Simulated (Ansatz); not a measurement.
## Sn: 5 runs along one coordinate

System: Sn (2 atoms in the cell).
Method: Kohn-Sham DFT of a periodic cell, r2SCAN, Ansatz PAW, no spin polarisation (Ansatz 0.2.0).

The 5 runs differ only in the geometry, by an even scaling of the cell at fixed fractional positions. The structure derives from an entry of the Crystallography Open Database.

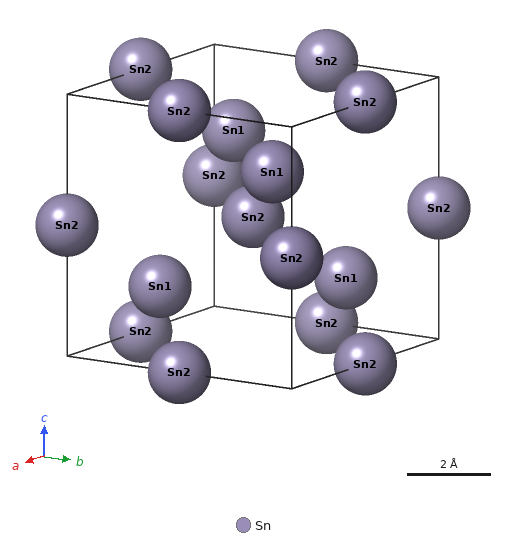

Figure 1. The structure of run 3 (spheres-only view of the cell 4 times as large as that of the calculation, set on its symmetry axes, seen at an oblique angle; atoms are numbered from 1 in the order of the input).

**Input of run 3**
```yaml
crystal:
  lattice:
    - [0.0, 3.2547562903, 3.2547562903]
    - [3.2547562903, 0.0, 3.2547562903]
    - [3.2547562903, 3.2547562903, 0.0]
  atoms:
    - { symbol: Sn, position: [0.75, 0.75, 0.75] }
    - { symbol: Sn, position: [0.5, 0.5, 0.5] }
hamiltonian:
  xc: r2scan
  pseudopotentials: { kind: paw }
kpoints:
  mp_grid: { grid: [7, 7, 7] }
scf:
  occupations: { method: fermi_dirac, width: 0.05 }
output:
  forces: true
  stress: true
  eigenvalues: true
```

Command:
```bash
ansatz run input.yaml --threads 2 --pin off --max-ram 5632MiB --backend cpu --events-out ev --progress --plain --runs-dir out
```

Lattice vectors (Å) and fractional positions of run 3:
```
   0.000000    3.254756    3.254756
   3.254756    0.000000    3.254756
   3.254756    3.254756    0.000000
Sn  0.750000  0.750000  0.750000
Sn  0.500000  0.500000  0.500000
```

Run 2 differs from it as follows:
```diff
-    - [0.0, 3.2547562903, 3.2547562903]
-    - [3.2547562903, 0.0, 3.2547562903]
-    - [3.2547562903, 3.2547562903, 0.0]
+    - [0.0, 3.2116418589, 3.2116418589]
+    - [3.2116418589, 0.0, 3.2116418589]
+    - [3.2116418589, 3.2116418589, 0.0]
```

**Results, with one run withheld**

```tsv
run	volume per atom (Å³)	free energy per atom, from the lowest run given (meV)	pressure (GPa)
1	32.451	38.97	4.60
2	33.127	?	?
3	34.479	3.21	1.22
4	35.155	0.00	0.32
5	35.831	0.39	−0.49
```

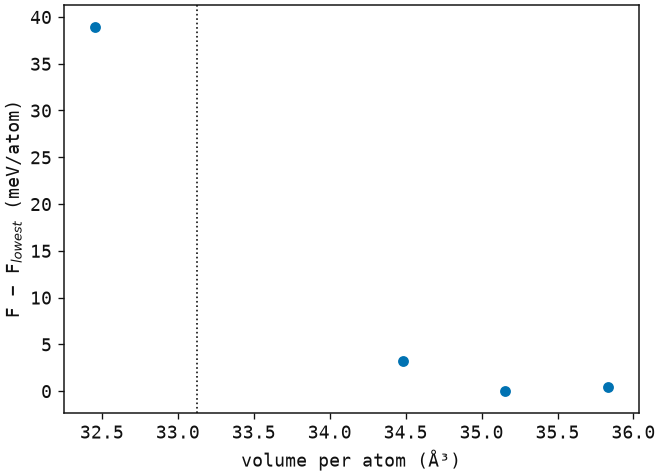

Figure 2. Free energy per atom of the runs given; the dotted line marks run 2.

What should run 2 give?

A quadratic polynomial in V^(−2/3) (the Birch–Murnaghan form), fitted to the 4 runs given, misses them by at most 0.03 meV per atom. With x = V^(−2/3) − 0.09447 Å⁻², it reads F = 3.5369 + 4407.8 x + 1.2731e+06 x² (meV per atom). At run 2 it gives 22.29 meV per atom, and the run itself gives 22.21. The slope of the fit gives a pressure −dF/dV of 3.35 GPa there, and the run prints 3.36 GPa. The fit has its minimum at 35.408 Å³ per atom, where V d²F/dV² gives 44 GPa: the bulk modulus at this level, since symmetry fixes the shape and the positions.

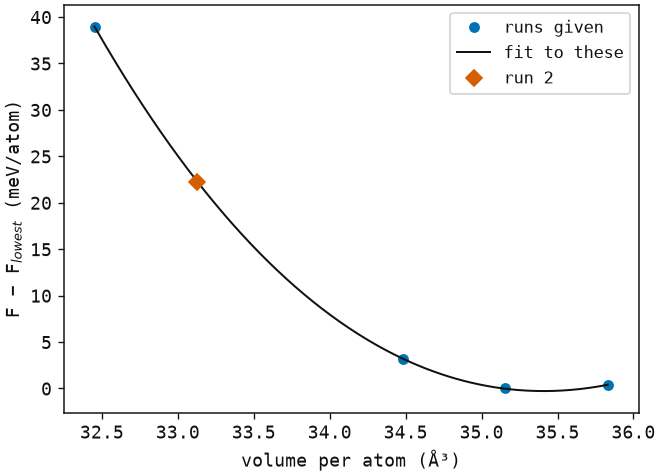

Figure 3. The fit and the withheld run.

**Output, shortened to warnings, some set-up lines, iterations and results (run 2)**
```
Basis set: ecut = 500 eV, 1687 PW (Γ), exchange–correlation on 144×144×144 points (64 copies of the dense FFT grid, shifted against one another)
Symmetry: 48 space group operations
k-points: 20 of 343
Initial density: superposition of atomic densities (neutral atoms: chi_scale 0, normalization atom), corrected by the library's trained network
[...]
SCF iter   1: F=—  HF=-12077.210206 eV  |F-HF|=—  |Δ(HF+E_count)|=         —  Δρ=4.93e-3  dr2=6.58e-3  dr2_τ=6.01e-3  ethr=1.77e-3  ⟨swp⟩=5.8  Hψ=1938  notcnv=0
SCF iter   2: F=—  HF=-12077.220667 eV  |F-HF|=—  |Δ(HF+E_count)|=   1.05e-2  Δρ=1.75e-3  dr2=8.52e-4  dr2_τ=1.98e-5  ethr=2.35e-5  ⟨swp⟩=2.0  Hψ=879  notcnv=0
SCF iter   3: F=—  HF=-12077.220881 eV  |F-HF|=—  |Δ(HF+E_count)|=   2.13e-4  Δρ=6.85e-4  dr2=1.30e-4  dr2_τ=4.68e-6  ethr=3.04e-6  ⟨swp⟩=2.0  Hψ=641  notcnv=0
SCF iter   4: F=—  HF=-12077.220876 eV  |F-HF|=—  |Δ(HF+E_count)|=   5.02e-6  Δρ=5.19e-5  dr2=1.13e-6  dr2_τ=4.55e-8  ethr=4.64e-7  ⟨swp⟩=3.0  Hψ=680  notcnv=0
SCF iter   5: F=—  HF=-12077.220877 eV  |F-HF|=—  |Δ(HF+E_count)|=   1.00e-6  Δρ=8.43e-6  dr2=1.84e-8  dr2_τ=6.44e-10  ethr=4.03e-9  ⟨swp⟩=2.0  Hψ=641  notcnv=0
SCF iter   6: F=-12077.220877 eV  HF=-12077.220877 eV  |F-HF|=1.24e-10  |Δ(HF+E_count)|=   1.60e-8  Δρ=6.59e-7  dr2=1.53e-10  dr2_τ=4.94e-12  ethr=6.57e-11  ⟨swp⟩=3.0  …
SCF 1 converged in 6 iterations: F = -12077.220877 eV  dr2 = 1.53e-10
SCF converged after 6 iterations
Free energy (F): -12077.220877 eV
Harris-Foulkes:  -12077.220877 eV  (|F-HF|=1.24e-10)
Internal energy: -12077.220066 eV  (E = F + TS)
E sigma→0 (E₀):  -12077.220471 eV
Entropy (-TS):   -0.000811 eV (-0.406 meV/atom)
Fermi energy:    8.203253 eV
--- Per-component energies (eV) ---
  E_band       = -257.635507
  E_kinetic    = 375.229794
  E_local      = -2263.569568  (includes V_loc(G=0)·N_el)
  E_nonlocal   = -64.658612
  E_hartree    = 1312.471767
  E_xc         = -748.521736
  E_vxc        = -208.298689  (∫ρ·V_xc dr)
  E_paw        = -8322.733902  (= ΣΔE_a)
  E_vpaw       = -734.586095  (= ΣTr[D̂ρ^β])
  E_aug_tail   = -0.000001  (compensation charges beyond the density's cutoff)
  E_vtau       = 13.303371  (kinetic-family band-sum trace: ∫τ·v_τ [+ j·A + Jᵃ·Aᵃ] dr)
  E_ewald      = -2366.908447
  E_core_change = 1.470640  (= ΣΔE_core)
  E_smearing   = -0.000811  (= −TS)
  E_closure    = -0.000000  (closes the sum)
  Σ components = -12077.220877   (vs F -12077.220877, Δ=0.00e0)
--- Forces (eV/Å), atoms counted from 1 ---
  atom   1  Sn    -0.00000000     0.00000000    -0.00000000
  atom   2  Sn     0.00000000    -0.00000000    -0.00000000
  max |Σ_I F_I| component: 1.62e-17 eV/Å
--- Stress (GPa, compression-positive) ---
        3.361791       0.000000       0.000000
        0.000000       3.361791      -0.000000
       -0.000000       0.000000       3.361791
  P = ⅓ Tr σ = 3.3618 GPa (33.618 kbar)
```
